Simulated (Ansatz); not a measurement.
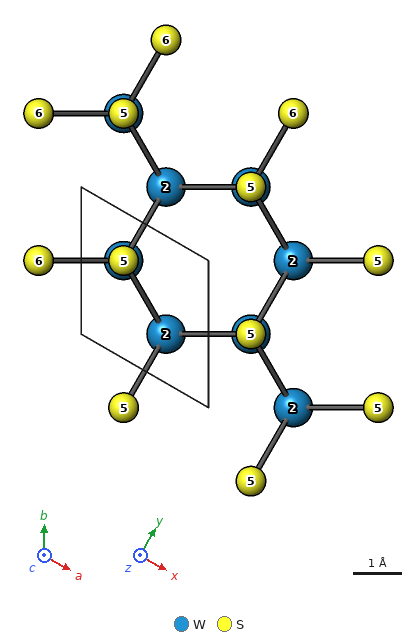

A scan of a crystal of WS₂ (P6_3/mmc): the cell is strained equally along x and y, with the atoms kept at their fractional coordinates. x, y and z are the Cartesian axes of the input. The picture shows the reference cell. Style: ball-and-stick. Shown: the cell of the calculation, repeated 2 × 2 × 1 with one cell outlined, along the c axis.

Method: DFT PBEsol+D3(BJ), scalar-relativistic, plane waves, PAW (Ansatz). Settings: plane-wave cutoff 420 eV; k-point mesh 12 × 12 × 4; occupations gaussian; smearing width 0.05 eV; no spin polarisation. Energies (free energies at the smearing named) are counted from the relaxed crystal.

```
W S
1.0
     3.11473    0.00000    0.00000
    -1.55736    2.69743    0.00000
     0.00000    0.00000   11.77225
W S
2 4
Direct
  0.33333 0.66667 0.25000
  0.66667 0.33333 0.75000
  0.33333 0.66667 0.61645
  0.66667 0.33333 0.11645
  0.33333 0.66667 0.88355
  0.66667 0.33333 0.38355
```

What energies does the calculation give (the strain: −0.0600, −0.0450, −0.0300, −0.0150, 0.0000, 0.0150, 0.0300, 0.0450, 0.0525, 0.0600)?

```tsv
strain	energy change (meV/atom)
−0.0600	181.0
−0.0450	97.9
−0.0300	41.9
−0.0150	10.1
0.0000	0.0
0.0150	9.3
0.0300	36.0
0.0450	78.1
0.0525	104.4
0.0600	133.9
```

Of the computed points the lowest is at the strain 0.00, 0.0 meV/atom. The end points stand at 181.0 meV/atom (−0.06) and 133.9 meV/atom (0.06). The curvature at zero strain, (1/V) d²E/dε², is about 840 GPa; it is C₁₁ + C₂₂ + 2C₁₂ with clamped ions. The distortion keeps the space group P6_3/mmc. At the strain −0.06 the cell of the drawing goes a 3.115 → 2.928 Å, b 3.115 → 2.928 Å.

The computed profile:

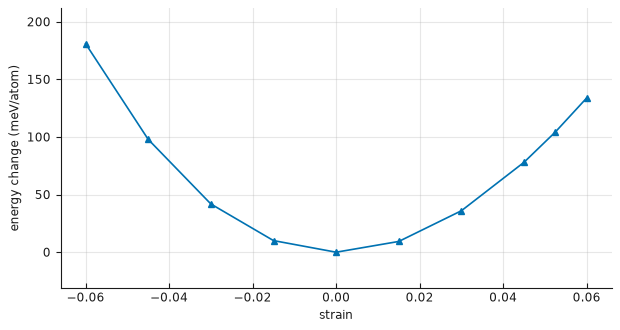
